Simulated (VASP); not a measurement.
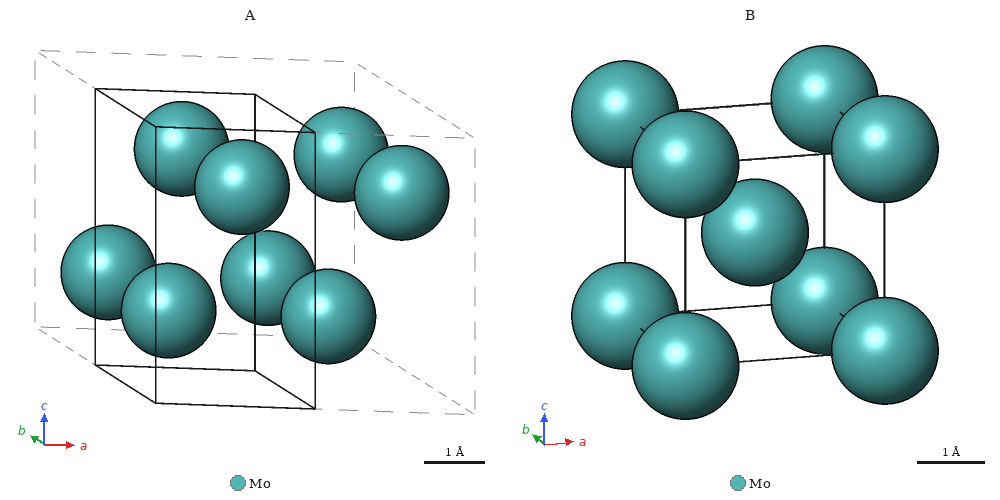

Two structures of Mo, each relaxed (cell and atoms) at zero pressure; conventional cells in solid outline, small ones repeated, each panel with its own scale. Alike in all runs: VASP 6.6.1; functional PBEsol; VASP's PAW PBE potentials, release 64 (Mo_sv); cutoff 300 eV; occupations gaussian, width 0.1 eV; no spin polarisation; no spin-orbit coupling. The k meshes have like spacings.

Question: Name the structure in each panel.

Answer: A: hexagonal close-packed (Mg type), P6₃/mmc; B: body-centred cubic (W type), Im-3m.

Question: Rank them by energy, lowest first.

Answer: B, then A (+450 meV/atom), static energies at zero smearing.

Question: Collect the results in a table.

Answer:
| panel | space group | E − E(lowest) (meV/atom) | volume (Å³/atom) |
| --- | --- | --- | --- |
| B | Im-3m | 0 | 15.3 |
| A | P6₃/mmc | 450 | 15.6 |

The starts are database entries or structure types tried for this composition, and the most stable form need not be among them.
